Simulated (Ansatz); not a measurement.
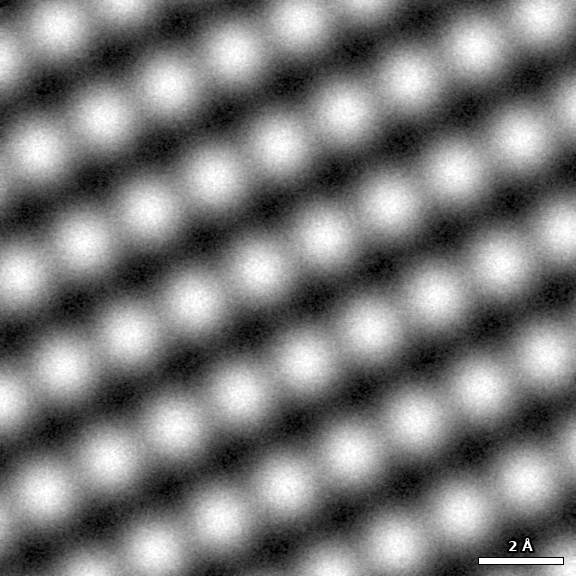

Z-contrast image of Hf (Im-3m, No. 229). Simulation: incoherent imaging, intensity Z^1.6 per atom, probe width 1.27 Å, thin sample. The probe carries 15 % of its weight in a tail 2.5 times as wide. The display is stretched by a gamma of 0.65; percentages refer to the linear signal. Shot noise and a slight drift were added. Model: the input geometry of an electronic-structure calculation (not necessarily at equilibrium); the starting structure was generated, so it need not be a known form of this composition.

```
CELL_PARAMETERS angstrom
3.53580 0.00000 0.00000
0.00000 3.53580 0.00000
0.00000 0.00000 3.53580
ATOMIC_POSITIONS crystal
Hf 0.00000 0.00000 0.00000
Hf 0.50000 0.50000 0.50000
```

### Which beam direction gives this image, [001], [111], [221] or [110]? (Directions equivalent by symmetry count as one.)

[110]. The projected cells are 2.50 × 2.50 Å, 90° for [001]; 2.89 × 2.89 Å, 120° for [111]; 0.83 × 2.50 Å, 90° for [221]; 1.77 × 2.50 Å, 90° for [110], and the image repeats as the [110] one does.
